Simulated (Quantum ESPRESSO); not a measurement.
**Single-point calculation of WS$_{2}$**

- system: WS$_{2}$ (P-6m2, 3 atoms in the cell)
- method: Kohn-Sham DFT of a periodic cell, LDA, PseudoDojo 0.4.1 SR LDA stringent, no spin polarisation (Quantum ESPRESSO 7.5)

The structure derives from a Materials Project entry. The volume is scaled by 0.98.

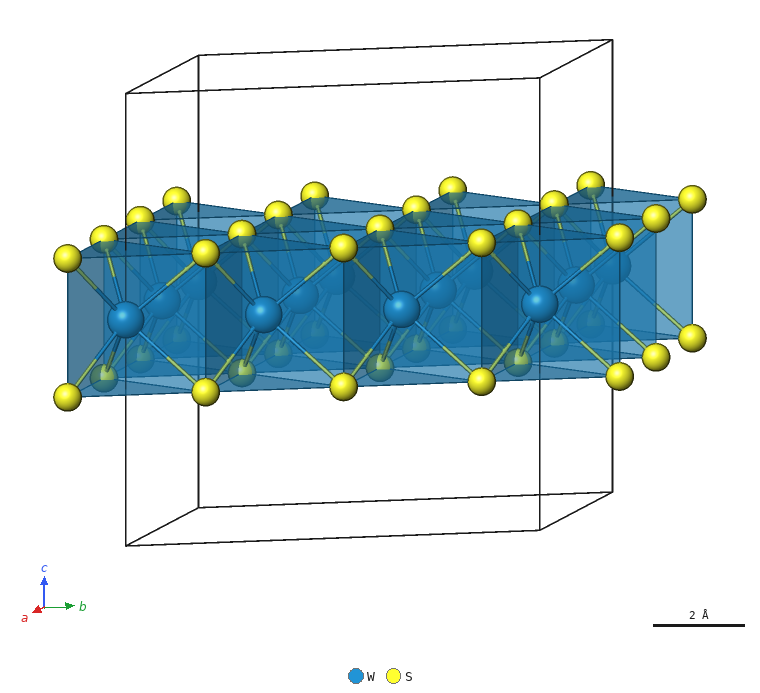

*The input geometry (polyhedral view of the 2 × 3 repeat of the cell, with the vacuum cut short, seen slightly off an axis; polyhedra are completed across the faces of the cell). An atom can appear more than once, as a periodic image.*

### The input
```
&CONTROL
  calculation = 'scf'
  prefix = 'pwscf'
  outdir = './tmp'
  pseudo_dir = './pseudo'
  tprnfor = .true.
  tstress = .true.
  disk_io = 'nowf'
/
&SYSTEM
  ibrav = 0
  nat = 3
  ntyp = 2
  ecutwfc = 124
  nbnd = 28
  occupations = 'smearing'
  smearing = 'fd'
  degauss = 0.00367493
/
&ELECTRONS
  conv_thr = 6d-10
  electron_maxstep = 120
  mixing_beta = 0.5
/
ATOMIC_SPECIES
W    183.8400 W.upf
S     32.0600 S.upf
CELL_PARAMETERS angstrom
   3.1621498298    0.0000000000    0.0000000000
  -1.5810749149    2.7385020831    0.0000000000
   0.0000000000    0.0000000000   16.8368121945
ATOMIC_POSITIONS crystal
W      0.0000000000    0.0000000000    0.0000000000
S      0.3333333333    0.6666666667    0.0920005100
S      0.3333333333    0.6666666667    0.9079994900
K_POINTS automatic
7 7 1 0 0 0
```

Machine: 1 thread of AMD EPYC (Zen 3), 24 GiB of memory available, shared host.

Run as:
```bash
OMP_NUM_THREADS=1 pw.x -in pw.in > pw.out
```

### Output
```
This program is part of the open-source Quantum ESPRESSO suite
     for quantum simulation of materials; please cite
         "P. Giannozzi et al., J. Phys.:Condens. Matter 21 395502 (2009);
         "P. Giannozzi et al., J. Phys.:Condens. Matter 29 465901 (2017);
         "P. Giannozzi et al., J. Chem. Phys. 152 154105 (2020);
          URL
     in publications or presentations arising from this work. More details at

     Message from routine setup:
     using ibrav=0 with symmetry is DISCOURAGED, use correct ibrav instead

     G-vector sticks info
     --------------------
     sticks:   dense  smooth     PW     G-vecs:    dense   smooth      PW
     Sum        1225    1225    349               183441   183441   27107

     Using Slab Decomposition

     bravais-lattice index     =            0
     lattice parameter (alat)  =       5.9756  a.u.
     unit-cell volume          =     983.9023 (a.u.)^3
     number of atoms/cell      =            3
     number of atomic types    =            2
     number of electrons       =        40.00
     number of Kohn-Sham states=           28
     kinetic-energy cutoff     =     124.0000  Ry
     charge density cutoff     =     496.0000  Ry
     scf convergence threshold =      6.0E-10
     mixing beta               =       0.5000
     number of iterations used =            8  plain     mixing
     Exchange-correlation= SLA  PW   NOGX NOGC
                           (   1   4   0   0   0   0   0)

     celldm(1)=   5.975597  celldm(2)=   0.000000  celldm(3)=   0.000000
     celldm(4)=   0.000000  celldm(5)=   0.000000  celldm(6)=   0.000000

     crystal axes: (cart. coord. in units of alat)
               a(1) = (   1.000000   0.000000   0.000000 )
               a(2) = (  -0.500000   0.866025   0.000000 )
               a(3) = (   0.000000   0.000000   5.324483 )

     reciprocal axes: (cart. coord. in units 2 pi/alat)
               b(1) = (  1.000000  0.577350 -0.000000 )
               b(2) = (  0.000000  1.154701  0.000000 )
               b(3) = (  0.000000 -0.000000  0.187812 )

     PseudoPot. # 1 for W  read from file:
     W.upf
     Pseudo is Norm-conserving + core correction, Zval = 28.0
     Generated using ONCVPSP code by D. R. Hamann
     Using radial grid of 1380 points,  8 beta functions with:
                l(1) =   0
                l(2) =   0
                l(3) =   1
                l(4) =   1
                l(5) =   2
                l(6) =   2
                l(7) =   3
                l(8) =   3

     PseudoPot. # 2 for S  read from file:
     S.upf
     Pseudo is Norm-conserving + core correction, Zval =  6.0
     Generated using ONCVPSP code by D. R. Hamann
     Using radial grid of 1132 points,  6 beta functions with:
                l(1) =   0
                l(2) =   0
                l(3) =   1
                l(4) =   1
                l(5) =   2
                l(6) =   2

     atomic species   valence    mass     pseudopotential
     W                28.00   183.84000     W ( 1.00)
     S                 6.00    32.06000     S ( 1.00)

     12 Sym. Ops. (no inversion) found

   Cartesian axes

     site n.     atom                  positions (alat units)
         1        W      tau(   1) = (   0.0000000   0.0000000   0.0000000  )
         2        S      tau(   2) = (  -0.0000000   0.5773503   0.4898551  )
         3        S      tau(   3) = (  -0.0000000   0.5773503   4.8346276  )

     number of k points=     8  Fermi-Dirac smearing, width (Ry)=  0.0037
                       cart. coord. in units 2pi/alat
        k(    1) = (   0.0000000   0.0000000   0.0000000), wk =   0.0408163
        k(    2) = (   0.0000000   0.1649572   0.0000000), wk =   0.2448980
        k(    3) = (   0.0000000   0.3299144   0.0000000), wk =   0.2448980
        k(    4) = (   0.0000000   0.4948717   0.0000000), wk =   0.2448980
        k(    5) = (   0.1428571   0.2474358   0.0000000), wk =   0.2448980
        k(    6) = (   0.1428571   0.4123930   0.0000000), wk =   0.4897959
        k(    7) = (   0.1428571   0.5773503   0.0000000), wk =   0.2448980
        k(    8) = (   0.2857143   0.4948717   0.0000000), wk =   0.2448980

     Dense  grid:   183441 G-vectors     FFT dimensions: (  45,  45, 225)

     Initial potential from superposition of free atoms

     starting charge      39.9995, renormalised to      40.0000

     negative rho (up, down):  4.964E-06 0.000E+00
     Starting wfcs are   25 randomized atomic wfcs +    3 random wfcs

     Self-consistent Calculation

     iteration #  1     ecut=   124.00 Ry     beta= 0.50
     Davidson diagonalization with overlap
     ethr =  1.00E-02,  avg # of iterations =  6.9

     Threshold (ethr) on eigenvalues was too large:
     Diagonalizing with lowered threshold

     Davidson diagonalization with overlap
     ethr =  2.13E-04,  avg # of iterations =  5.4

     negative rho (up, down):  1.762E-06 0.000E+00

     total energy              =    -727.83318179 Ry
     estimated scf accuracy    <       0.09448547 Ry

     iteration #  2     ecut=   124.00 Ry     beta= 0.50
     Davidson diagonalization with overlap
     ethr =  2.36E-04,  avg # of iterations =  4.2

     negative rho (up, down):  5.056E-07 0.000E+00

     total energy              =    -727.84977661 Ry
     estimated scf accuracy    <       0.00788727 Ry

     iteration #  3     ecut=   124.00 Ry     beta= 0.50
     Davidson diagonalization with overlap
     ethr =  1.97E-05,  avg # of iterations =  5.5

     negative rho (up, down):  2.662E-07 0.000E+00

     total energy              =    -727.84959219 Ry
     estimated scf accuracy    <       0.00688482 Ry

     iteration #  4     ecut=   124.00 Ry     beta= 0.50
     Davidson diagonalization with overlap
     ethr =  1.72E-05,  avg # of iterations =  2.0

     total energy              =    -727.85078517 Ry
     estimated scf accuracy    <       0.00158738 Ry

     iteration #  5     ecut=   124.00 Ry     beta= 0.50
     Davidson diagonalization with overlap
     ethr =  3.97E-06,  avg # of iterations =  1.2

     total energy              =    -727.85094192 Ry
     estimated scf accuracy    <       0.00001746 Ry

     iteration #  6     ecut=   124.00 Ry     beta= 0.50
     Davidson diagonalization with overlap
     ethr =  4.37E-08,  avg # of iterations =  3.1

     total energy              =    -727.85094852 Ry
     estimated scf accuracy    <       0.00000219 Ry

     iteration #  7     ecut=   124.00 Ry     beta= 0.50
     Davidson diagonalization with overlap
     ethr =  5.48E-09,  avg # of iterations =  2.0

     total energy              =    -727.85094895 Ry
     estimated scf accuracy    <       0.00000013 Ry

     iteration #  8     ecut=   124.00 Ry     beta= 0.50
     Davidson diagonalization with overlap
     ethr =  3.32E-10,  avg # of iterations =  2.8

     total energy              =    -727.85094897 Ry
     estimated scf accuracy    <          5.2E-09 Ry

     iteration #  9     ecut=   124.00 Ry     beta= 0.50
     Davidson diagonalization with overlap
     ethr =  1.31E-11,  avg # of iterations =  3.9

     End of self-consistent calculation

          k = 0.0000 0.0000 0.0000 ( 22997 PWs)   bands (ev):

   -73.1452 -37.3996 -37.2213 -37.2213 -27.2698 -27.2698 -27.2624 -27.2426
   -27.2361 -27.2361 -27.2272 -14.0183 -12.2663  -5.6117  -2.1365  -2.1365
    -1.2633  -0.8481  -0.8481   0.7917   3.7580   3.7580   3.9867   3.9867
     5.8900   6.5089   6.5277   7.6997

          k = 0.0000 0.1650 0.0000 ( 23021 PWs)   bands (ev):

   -73.1417 -37.3869 -37.2909 -37.2374 -27.2701 -27.2688 -27.2603 -27.2452
   -27.2374 -27.2363 -27.2263 -13.6765 -12.1478  -5.2223  -2.9019  -2.2037
    -1.8020  -1.3261  -0.5008   0.5731   3.3424   3.6088   3.7054   4.3356
     6.6090   6.9010   7.5330   8.2417

          k = 0.0000 0.3299 0.0000 ( 22972 PWs)   bands (ev):

   -73.1338 -37.4445 -37.3583 -37.2736 -27.2706 -27.2665 -27.2555 -27.2511
   -27.2402 -27.2367 -27.2241 -12.8107 -11.8528  -4.8110  -3.7708  -3.3952
    -2.1198  -1.0428  -0.8833  -0.2579   3.2650   3.4066   4.2212   5.2187
     7.4949   7.8658   8.3266   9.1330

          k = 0.0000 0.4949 0.0000 ( 22900 PWs)   bands (ev):

   -73.1275 -37.5649 -37.3352 -37.3024 -27.2711 -27.2646 -27.2558 -27.2517
   -27.2423 -27.2369 -27.2222 -11.9503 -11.5777  -5.6187  -4.2578  -3.6245
    -2.6112  -1.2095  -0.4930  -0.2384   3.6114   3.9341   4.8244   5.6399
     6.3728   8.3185   8.5656   9.7665

          k = 0.1429 0.2474 0.0000 ( 22959 PWs)   bands (ev):

   -73.1360 -37.3926 -37.3663 -37.2735 -27.2702 -27.2674 -27.2569 -27.2494
   -27.2390 -27.2371 -27.2247 -13.0687 -11.9374  -4.6664  -3.7220  -2.8748
    -2.4154  -1.4500  -0.3850   0.0606   2.9363   3.5616   3.6711   5.2214
     7.4021   7.6286   8.6228   9.2251

          k = 0.1429 0.4124 0.0000 ( 22910 PWs)   bands (ev):

   -73.1290 -37.5098 -37.3404 -37.3256 -27.2703 -27.2657 -27.2546 -27.2525
   -27.2412 -27.2378 -27.2227 -12.1710 -11.6307  -5.0605  -4.0776  -3.5232
    -2.7482  -1.7064  -0.8578  -0.0316   3.1986   3.9069   4.3301   5.7196
     7.7634   8.6004   8.7045   9.9017

          k = 0.1429 0.5774 0.0000 ( 22900 PWs)   bands (ev):

   -73.1258 -37.5605 -37.3493 -37.3288 -27.2704 -27.2649 -27.2569 -27.2506
   -27.2422 -27.2380 -27.2218 -11.6889 -11.4720  -5.4645  -4.6418  -3.5524
    -2.6733  -1.6905  -1.2393   0.3059   3.4777   4.3665   4.8572   5.4946
     6.3731   9.4904   9.7383  10.0697

          k = 0.2857 0.4949 0.0000 ( 22941 PWs)   bands (ev):

   -73.1250 -37.5145 -37.4151 -37.3260 -27.2692 -27.2659 -27.2572 -27.2500
   -27.2414 -27.2397 -27.2217 -11.5836 -11.4080  -4.9143  -4.8879  -3.3982
    -2.9299  -2.5750  -1.2982   0.5022   2.9985   4.2517   4.6095   6.2854
     7.4265   8.3995   9.7819  10.4833

     the Fermi energy is     1.8097 ev

!    total energy              =    -727.85094897 Ry
     estimated scf accuracy    <          3.5E-10 Ry
     smearing contrib. (-TS)   =      -0.00000000 Ry
     internal energy E=F+TS    =    -727.85094897 Ry

     The total energy is F=E-TS. E is the sum of the following terms:
     one-electron contribution =   -2618.79121926 Ry
     hartree contribution      =    1321.23761353 Ry
     xc contribution           =    -108.92704810 Ry
     ewald contribution        =     678.62970485 Ry

     convergence has been achieved in   9 iterations

     Forces acting on atoms (cartesian axes, Ry/au):

     atom    1 type  1   force =     0.00000000    0.00000000    0.00000000
     atom    2 type  2   force =     0.00000000    0.00000000   -0.00256470
     atom    3 type  2   force =     0.00000000    0.00000000    0.00256470

     Total force =     0.003627     Total SCF correction =     0.000054

     Computing stress (Cartesian axis) and pressure

          total   stress  (Ry/bohr**3)                   (kbar)     P=      -10.02
  -0.00009446   0.00000000   0.00000000          -13.90        0.00        0.00
   0.00000000  -0.00009446   0.00000000            0.00      -13.90        0.00
   0.00000000   0.00000000  -0.00001548            0.00        0.00       -2.28

=------------------------------------------------------------------------------=
   JOB DONE.
=------------------------------------------------------------------------------=
```

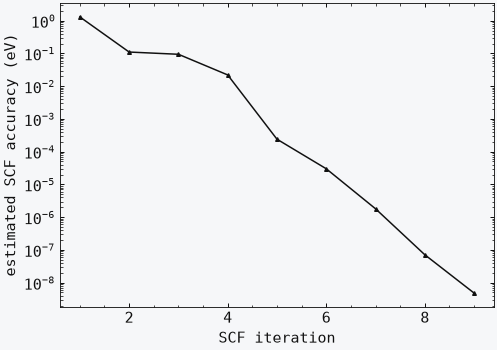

*Convergence of the self-consistent field: estimated SCF accuracy against the iteration.*

The field takes 9 iterations in all.

### Key numbers

| quantity | value |
| --- | --- |
| outcome | converged |
| space group (tolerance 0.01 Å) | P-6m2 (187) |
| electrons treated | 40 |
| free energy | −9902.9167 eV |
| gap on the k-point mesh | 2.14 eV |
| pressure | −1.00 GPa |
| largest force (length of the vector) | 0.066 eV/Å |
| wall time | 67 s |
| peak memory | 0.43 GiB |

Notes on the run: negative rho. Points of doubt noted for this run: coarse mesh. Spin–orbit coupling is left out, which matters for W.
